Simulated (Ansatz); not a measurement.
**Geometry relaxation, with input and output: TiO2 (part 3 of 3)**

Continued. System: TiO2 (P1, 30 atoms in the cell). Method: DFT PBE, scalar-relativistic, plane waves, PAW, no spin polarisation (Ansatz 0.2.0); cutoff 420 eV, 2×2×2 k-mesh, Gaussian smearing of 0.02 eV. The structure derives from a Materials Project entry. It belongs to a series of runs on one base structure; here: the perfect supercell shaken and relaxed.

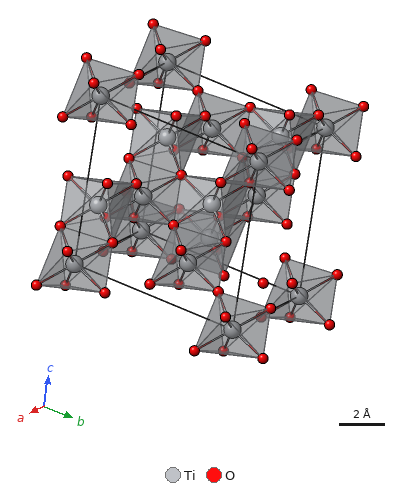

The geometry at step 3 of the log (polyhedral view of the cell of the calculation, seen slightly off an axis; polyhedra are completed across the faces of the cell).

### Log, continued
```
--- Relaxed structure (5 steps of the walk, 5 accepted, 0 SCFs on fresh bases) ---
  F+E_penalty+E_count = -36387.48691776 eV   max|allowed force component| = 3.710e-3 eV/Å
  atoms:
    - { symbol: Ti, position: [0.3988338094413722, 0.799099176158894, 0.5990469086738657] }
    - { symbol: Ti, position: [-0.001160778914916273, -0.000978688331651761, -0.0009712117688319863] }
    - { symbol: Ti, position: [0.19887861964161158, 0.39910207207368187, 0.7990880602757731] }
    - { symbol: Ti, position: [0.7988798183125879, 0.5991303096774059, 0.19911041325533316] }
    - { symbol: Ti, position: [0.5988589411303485, 0.1990820031805502, 0.39905176044904705] }
    - { symbol: Ti, position: [0.4990689700584666, 0.24921869825246892, 0.749167959366142] }
    - { symbol: Ti, position: [0.09900664724789766, 0.44915291179154987, 0.14912503947703398] }
    - { symbol: Ti, position: [0.2990731399914366, 0.8491858695010309, 0.9491432237875495] }
    - { symbol: Ti, position: [0.8990822105247164, 0.04925673095941946, 0.3491590034317942] }
    - { symbol: Ti, position: [0.6990377849199995, 0.6491998719670817, 0.5491293611488031] }
    - { symbol: O, position: [0.4989984157822572, 0.04267567331383922, 0.5426592195182344] }
    - { symbol: O, position: [0.0989739112781948, 0.2426667290552204, 0.9426549868341834] }
    - { symbol: O, position: [0.2990333103900805, 0.642707155743011, 0.7427002942041431] }
    - { symbol: O, position: [0.8989602027830983, 0.842682625146266, 0.14264333698163165] }
    - { symbol: O, position: [0.6988417297481244, 0.4426461329056234, 0.3425705317560587] }
    - { symbol: O, position: [0.39892693457666506, 0.5927014892977769, 0.3926247550298542] }
    - { symbol: O, position: [0.9989163003365104, 0.7926442414112088, 0.792601984318043] }
    - { symbol: O, position: [0.1989520110511009, 0.19269525974654994, 0.592607527908686] }
    - { symbol: O, position: [0.7989555935761237, 0.39264770681342737, 0.9926922831211858] }
    - { symbol: O, position: [0.59895480098579, 0.9926868124334233, 0.1926017812700939] }
    - { symbol: O, position: [0.4989563695199411, 0.455636694108267, 0.9555552582347628] }
    - { symbol: O, position: [0.09890318806382331, 0.6556121871858274, 0.35563596227296435] }
    - { symbol: O, position: [0.2989120816864665, 0.05552903100749891, 0.1555805399914697] }
    - { symbol: O, position: [0.8989766556818667, 0.2556682597032679, 0.555527567859718] }
    - { symbol: O, position: [0.698941689470171, 0.8556091995594123, 0.7555997292269203] }
    - { symbol: O, position: [0.39887635699539803, 0.005601032276652318, 0.805524538003558] }
    - { symbol: O, position: [0.9989051485467736, 0.2055982610904193, 0.20553538293607826] }
    - { symbol: O, position: [0.19888915225275822, 0.6055882629765861, 0.005558753751999906] }
    - { symbol: O, position: [0.7989071651147958, 0.8056134733032277, 0.4055524530876807] }
    - { symbol: O, position: [0.5989429980065375, 0.40561379679206333, 0.6055640924962244] }
```

### Trajectory as extended XYZ (Å, eV, eV/Å), 5 frames, from step=1 to step=5
```
30
Lattice="-1.8996 -5.6988 4.8489 -5.6988 1.8996 -4.8489 5.6988 -1.8996 -4.8489" Properties=species:S:1:pos:R:3:forces:R:3 step=1 energy=-36386.43291
Ti   -1.8358   -1.8520   -4.8916   -0.7263  -1.2395   0.5685
Ti   -0.0236    0.0684    0.0383    0.5304   0.6799  -0.3294
Ti    1.9301   -1.8493   -4.8400   -0.2104  -0.8039   0.3971
Ti   -3.7315   -3.7873    0.0302   -2.1995   0.8796   0.2349
Ti   -0.0147   -3.7612   -0.0397    2.0120  -0.2113   0.4923
Ti    1.8781   -3.7457   -2.4095    0.6448  -0.6422   0.0335
Ti   -1.9728    0.0201   -2.4309    1.0109  -0.5138   0.3865
Ti    0.0408   -1.9289   -7.2944   -0.8100   0.2568   0.0466
Ti   -0.0253   -5.6620    2.4368   -0.0232  -0.3528   0.7083
Ti   -1.8864   -3.8220   -2.2851   -0.6502   0.5994  -3.4864
O     1.9115   -3.8132   -0.3952   -0.5221   0.1167  -0.1830
O     3.7582   -1.9323   -5.1992    0.3663   0.1163  -0.7288
O     0.0338   -1.9905   -5.2784   -0.2946   0.3704  -0.4436
O    -5.7104   -3.7717   -0.4079    1.1700  -0.2924  -0.2210
O    -1.9029   -3.7824   -0.4460    0.2938  -0.2236   1.1996
O    -1.9533   -1.8100   -2.8505    0.3984  -1.3934   0.4787
O    -1.8828   -5.6348   -2.8838    0.0517  -1.3066   1.1636
O     1.8154   -1.9486   -2.8753    0.1502   1.4702   0.1120
O     1.9166   -5.6377   -2.8461   -0.0118  -1.2128  -0.2301
O    -5.6898   -1.8686   -2.8777   -0.1399  -0.9768   0.3740
O     1.9366   -3.8152   -4.4327    0.0432  -0.2711  -0.3273
O    -1.8977   -0.0377   -4.3764    0.3337   1.4482  -0.7254
O    -0.0115   -1.9653    0.4219   -0.0804   0.9780  -0.0134
O     0.0056   -5.7260    0.3936   -0.2914   0.7593   0.3141
O    -1.8735   -3.8126   -4.4297   -0.1174   0.8682   0.0102
O     3.7653   -3.7821   -1.9970    1.1282   0.2461  -0.0663
O    -1.8583   -5.6836    2.9411   -0.7774   0.0725  -1.1269
O    -3.8079   -0.0124   -2.0659   -0.0774   0.4267   0.3371
O    -3.7725   -3.8408   -2.0504   -0.6498   0.0579   0.6072
O     0.0162   -3.8121   -2.0166   -0.5518   0.0929   0.4178
30
Lattice="-1.8996 -5.6988 4.8489 -5.6988 1.8996 -4.8489 5.6988 -1.8996 -4.8489" Properties=species:S:1:pos:R:3:forces:R:3 step=2 energy=-36387.23441
Ti   -1.8538   -1.8438   -4.8822   -0.1836  -0.4733   0.2485
Ti   -0.0084    0.1069    0.0105    0.0498  -0.0405  -0.0492
Ti    1.9309   -1.8357   -4.8165   -0.1503  -0.2493   0.0732
Ti   -3.7572   -3.7512    0.0289   -0.8241   0.2404   0.0710
Ti    0.0165   -3.7384   -0.0089    0.6464  -0.3086  -0.0885
Ti    1.8925   -3.7759   -2.4127    0.1318  -0.5713   0.0288
Ti   -1.9608   -0.0379   -2.4560    0.6122   0.0137   0.4006
Ti    0.0386   -1.9502   -7.2877   -0.5477   0.4055   0.0916
Ti   -0.0411   -5.6843    2.4740    0.2243  -0.3413  -0.0727
Ti   -1.9140   -3.8551   -2.3445   -0.2058   0.4314  -1.4133
O     1.9071   -3.7976   -0.4038   -0.2381   0.0793  -0.1010
O     3.7666   -1.9043   -5.2406    0.2900   0.0757  -0.3096
O     0.0213   -1.9381   -5.2798   -0.0113   0.1294  -0.1614
O    -5.6876   -3.7944   -0.3989    0.1339  -0.0132  -0.0861
O    -1.8971   -3.7975   -0.4576    0.0790  -0.0584   0.6843
O    -1.9129   -1.8818   -2.8410    0.0940  -0.4000   0.0612
O    -1.8866   -5.6928   -2.8814    0.0040  -0.0755   0.4402
O     1.8405   -1.9418   -2.8460    0.0790   0.9208   0.0098
O     1.9191   -5.6969   -2.8529   -0.0091   0.0473  -0.0734
O    -5.7004   -1.9058   -2.8377   -0.0172  -0.0414   0.0999
O     1.9378   -3.7989   -4.4389   -0.0318  -0.1434   0.0089
O    -1.8714    0.0042   -4.4168    0.0481   0.0469  -0.1833
O    -0.0112   -1.9198    0.4248   -0.0152   0.0961  -0.0068
O    -0.0187   -5.6994    0.4364   -0.0582   0.1525   0.1014
O    -1.8938   -3.7756   -4.4571   -0.0165  -0.0320   0.1475
O     3.7942   -3.7623   -1.9926    0.3423  -0.0004  -0.1194
O    -1.8890   -5.6777    2.8926   -0.3577  -0.0533  -0.3623
O    -3.8024    0.0088   -2.0464   -0.0118   0.0819   0.1843
O    -3.8012   -3.8451   -2.0266   -0.1218   0.0702   0.2450
O     0.0004   -3.8152   -1.9986    0.0659   0.0118   0.1310
30
Lattice="-1.8996 -5.6988 4.8489 -5.6988 1.8996 -4.8489 5.6988 -1.8996 -4.8489" Properties=species:S:1:pos:R:3:forces:R:3 step=3 energy=-36387.48541
Ti   -1.8940   -1.8835   -4.8484   -0.0021  -0.0327  -0.0082
Ti    0.0031    0.0138    0.0074    0.0092  -0.0459   0.0065
Ti    1.9049   -1.8907   -4.8468   -0.0388   0.0080   0.0217
Ti   -3.7934   -3.7848   -0.0005   -0.0005  -0.0072   0.0120
Ti    0.0016   -3.7916    0.0044    0.0126   0.0104   0.0130
Ti    1.8965   -3.8006   -2.4177    0.0192   0.0301  -0.0075
Ti   -1.8990    0.0024   -2.4225   -0.0135   0.0015   0.0105
Ti    0.0020   -1.9010   -7.2713   -0.0266   0.0069  -0.0070
Ti   -0.0058   -5.7015    2.4310    0.0367   0.0246  -0.0353
Ti   -1.9026   -3.7953   -2.4244    0.0310  -0.0055   0.0239
O     1.9020   -3.7976   -0.4190   -0.0035   0.0021   0.0059
O     3.8003   -1.8929   -5.2681    0.0259  -0.0069  -0.0096
O     0.0021   -1.9007   -5.2674    0.0051   0.0157   0.0042
O    -5.6963   -3.7953   -0.4207   -0.0140  -0.0026   0.0203
O    -1.8963   -3.7887   -0.4174   -0.0218  -0.0168  -0.0037
O    -1.8984   -1.8920   -2.8421    0.0014   0.0151  -0.0158
O    -1.8947   -5.6913   -2.8431   -0.0088  -0.0097  -0.0006
O     1.8979   -1.8953   -2.8433    0.0099   0.0008  -0.0061
O     1.9008   -5.6929   -2.8427    0.0019  -0.0036  -0.0250
O    -5.6974   -1.8954   -2.8395    0.0023  -0.0032  -0.0217
O     1.9014   -3.7938   -4.4263    0.0025  -0.0084   0.0193
O    -1.8951    0.0054   -4.4262    0.0000   0.0249   0.0205
O     0.0038   -1.8943    0.4278   -0.0033   0.0069  -0.0084
O    -0.0004   -5.6936    0.4266   -0.0034  -0.0052  -0.0073
O    -1.8965   -3.7941   -4.4218   -0.0051   0.0318  -0.0124
O     3.8010   -3.7881   -1.9988   -0.0004  -0.0046   0.0020
O    -1.8974   -5.6893    2.8500   -0.0402  -0.0095   0.0015
O    -3.7994    0.0094   -2.0003    0.0597  -0.0060   0.0064
O    -3.7955   -3.7938   -1.9998   -0.0149  -0.0023   0.0085
O     0.0023   -3.7907   -1.9969   -0.0207  -0.0093  -0.0075
30
Lattice="-1.8996 -5.6988 4.8489 -5.6988 1.8996 -4.8489 5.6988 -1.8996 -4.8489" Properties=species:S:1:pos:R:3:forces:R:3 step=4 energy=-36387.48542
Ti   -1.8940   -1.8835   -4.8484   -0.0024  -0.0330  -0.0084
Ti    0.0031    0.0138    0.0074    0.0091  -0.0447   0.0064
Ti    1.9049   -1.8907   -4.8468   -0.0380   0.0080   0.0223
Ti   -3.7934   -3.7848   -0.0005   -0.0008  -0.0067   0.0122
Ti    0.0016   -3.7916    0.0044    0.0137   0.0109   0.0123
Ti    1.8965   -3.8006   -2.4177    0.0189   0.0300  -0.0076
Ti   -1.8990    0.0024   -2.4225   -0.0139   0.0013   0.0106
Ti    0.0020   -1.9010   -7.2713   -0.0265   0.0064  -0.0074
Ti   -0.0058   -5.7015    2.4310    0.0367   0.0243  -0.0353
Ti   -1.9026   -3.7953   -2.4244    0.0306  -0.0060   0.0241
O     1.9020   -3.7976   -0.4190   -0.0038   0.0020   0.0059
O     3.8003   -1.8929   -5.2681    0.0257  -0.0067  -0.0094
O     0.0021   -1.9007   -5.2674    0.0053   0.0155   0.0045
O    -5.6963   -3.7953   -0.4207   -0.0140  -0.0021   0.0208
O    -1.8963   -3.7887   -0.4174   -0.0220  -0.0166  -0.0042
O    -1.8984   -1.8920   -2.8421    0.0012   0.0153  -0.0158
O    -1.8947   -5.6913   -2.8431   -0.0090  -0.0092  -0.0009
O     1.8979   -1.8953   -2.8433    0.0099   0.0004  -0.0063
O     1.9008   -5.6929   -2.8427    0.0017  -0.0034  -0.0250
O    -5.6974   -1.8954   -2.8395    0.0025  -0.0030  -0.0217
O     1.9014   -3.7938   -4.4263    0.0026  -0.0085   0.0195
O    -1.8951    0.0054   -4.4262   -0.0002   0.0251   0.0207
O     0.0038   -1.8943    0.4278   -0.0031   0.0068  -0.0085
O    -0.0004   -5.6936    0.4266   -0.0029  -0.0056  -0.0074
O    -1.8965   -3.7941   -4.4218   -0.0053   0.0315  -0.0130
O     3.8010   -3.7881   -1.9988   -0.0007  -0.0047   0.0022
O    -1.8974   -5.6893    2.8500   -0.0406  -0.0094   0.0018
O    -3.7994    0.0094   -2.0003    0.0602  -0.0062   0.0065
O    -3.7955   -3.7938   -1.9998   -0.0144  -0.0026   0.0085
O     0.0023   -3.7907   -1.9969   -0.0204  -0.0093  -0.0075
30
Lattice="-1.8996 -5.6988 4.8489 -5.6988 1.8996 -4.8489 5.6988 -1.8996 -4.8489" Properties=species:S:1:pos:R:3:forces:R:3 step=5 energy=-36387.48692
Ti   -1.8977   -1.8929   -4.8455   -0.0001  -0.0027   0.0014
Ti    0.0022    0.0066    0.0038   -0.0008   0.0002  -0.0019
Ti    1.9017   -1.8932   -4.8455   -0.0004  -0.0015  -0.0003
Ti   -3.7972   -3.7928    0.0031   -0.0010  -0.0005   0.0005
Ti    0.0020   -3.7926    0.0035   -0.0003   0.0009  -0.0015
Ti    1.9011   -3.7938   -2.4211   -0.0003   0.0016   0.0000
Ti   -1.8979    0.0057   -2.4209    0.0000  -0.0008  -0.0008
Ti    0.0015   -1.8942   -7.2697    0.0015   0.0020  -0.0011
Ti    0.0012   -5.6934    2.4277    0.0009   0.0012   0.0026
Ti   -1.8982   -3.7936   -2.4210    0.0013   0.0028  -0.0023
O     1.9014   -3.7935   -0.4186   -0.0017  -0.0001  -0.0011
O     3.8011   -1.8937   -5.2676   -0.0013   0.0002   0.0001
O     0.0018   -1.8941   -5.2677    0.0009   0.0010  -0.0005
O    -5.6970   -3.7932   -0.4188    0.0006  -0.0003   0.0000
O    -1.8978   -3.7925   -0.4188    0.0011  -0.0009   0.0001
O    -1.8980   -1.8933   -2.8434    0.0007  -0.0003  -0.0004
O    -1.8978   -5.6925   -2.8430   -0.0006  -0.0019   0.0002
O     1.9011   -1.8935   -2.8431    0.0012  -0.0021  -0.0005
O     1.9018   -5.6929   -2.8433   -0.0015   0.0037   0.0001
O    -5.6973   -1.8935   -2.8431    0.0007   0.0001  -0.0006
O     1.9011   -3.7931   -4.4233    0.0005   0.0002   0.0012
O    -1.8974    0.0062   -4.4238   -0.0008  -0.0006   0.0026
O     0.0024   -1.8935    0.4257   -0.0013  -0.0009  -0.0001
O     0.0011   -5.6927    0.4256    0.0014   0.0002  -0.0013
O    -1.8976   -3.7932   -4.4235   -0.0006   0.0013   0.0019
O     3.8009   -3.7927   -1.9989   -0.0002  -0.0003  -0.0008
O    -1.8979   -5.6924    2.8500    0.0013  -0.0012   0.0004
O    -3.7973    0.0064   -1.9990   -0.0019   0.0000   0.0016
O    -3.7975   -3.7929   -1.9990   -0.0012  -0.0008  -0.0003
O     0.0017   -3.7931   -1.9989    0.0020  -0.0004   0.0008
```

### Key numbers

| quantity | value |
| --- | --- |
| outcome | converged |
| space group (tolerance 0.01 Å) | P1 (1) → I4₁/amd (141) |
| electrons treated | 240 |
| free energy | −36387.4869 eV |
| Fermi energy | 8.031 eV |
| gap on the k-point mesh | 2.32 eV |
| final volume | 349.94 Å³ |
| largest force (length of the vector) at the end | 0.004 eV/Å |
| final cell | a = 7.720 Å, b = 7.720 Å, c = 7.720 Å, α = 102.18°, β = 113.24°, γ = 113.24° |
| hardware | 8 threads of Arm Neoverse V2, 24 GiB of memory available, shared host |
| wall time | 23 s (CPU time 2.9 min) |
| peak memory | 1.2 GiB |
